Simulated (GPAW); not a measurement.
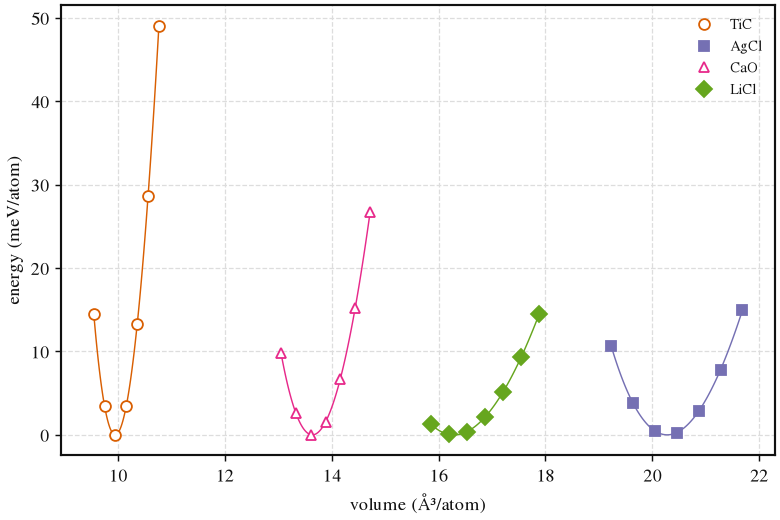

The plot gives the computed energy against volume, with one curve for each compound, for AgCl, CaO, LiCl and TiC (all in space group Fm-3m (No. 225)).

Calculation (GPAW 26.7.0): PAW DFT in plane waves, on a grid or in atomic orbitals, no spin polarisation; energies at scaled volumes of the given cell, shape and fractions fixed, counted from the fit's minimum, third-order Birch-Murnaghan fit. Level: PBEsol.

occupations Fermi–Dirac; smearing width 0.05 eV; potentials PAW data sets made by gpaw setup for the functional.

Settings that differ: TiC: wave cutoff 800 eV, k mesh 11×11×11; AgCl: wave cutoff 600 eV, k mesh 8×8×8; CaO: wave cutoff 800 eV, k mesh 10×10×10; LiCl: wave cutoff 800 eV, k mesh 9×9×9.

Question: Order the curves by fitted equilibrium volume, smallest first.

Answer: TiC 9.950, CaO 13.639, LiCl 16.287, AgCl 20.279 Å³/atom.

Question: Order the curves by fitted bulk modulus, smallest first.

Answer: LiCl 35.0, AgCl 56.4, CaO 115.0, TiC 267.7 GPa.

The computed values:

TiC:
| volume (Å³/atom) | energy (meV/atom) |
| --- | --- |
| 9.55 | 14.50 |
| 9.75 | 3.41 |
| 9.95 | 0.00 |
| 10.16 | 3.51 |
| 10.36 | 13.26 |
| 10.56 | 28.64 |
| 10.77 | 49.08 |

AgCl:
| volume (Å³/atom) | energy (meV/atom) |
| --- | --- |
| 19.23 | 10.67 |
| 19.64 | 3.80 |
| 20.05 | 0.47 |
| 20.46 | 0.28 |
| 20.87 | 2.82 |
| 21.28 | 7.81 |
| 21.69 | 14.93 |

CaO:
| volume (Å³/atom) | energy (meV/atom) |
| --- | --- |
| 13.05 | 9.82 |
| 13.33 | 2.63 |
| 13.61 | 0.02 |
| 13.89 | 1.55 |
| 14.16 | 6.74 |
| 14.44 | 15.25 |
| 14.72 | 26.67 |

LiCl:
| volume (Å³/atom) | energy (meV/atom) |
| --- | --- |
| 15.86 | 1.29 |
| 16.20 | 0.05 |
| 16.53 | 0.40 |
| 16.87 | 2.15 |
| 17.21 | 5.17 |
| 17.55 | 9.31 |
| 17.88 | 14.49 |
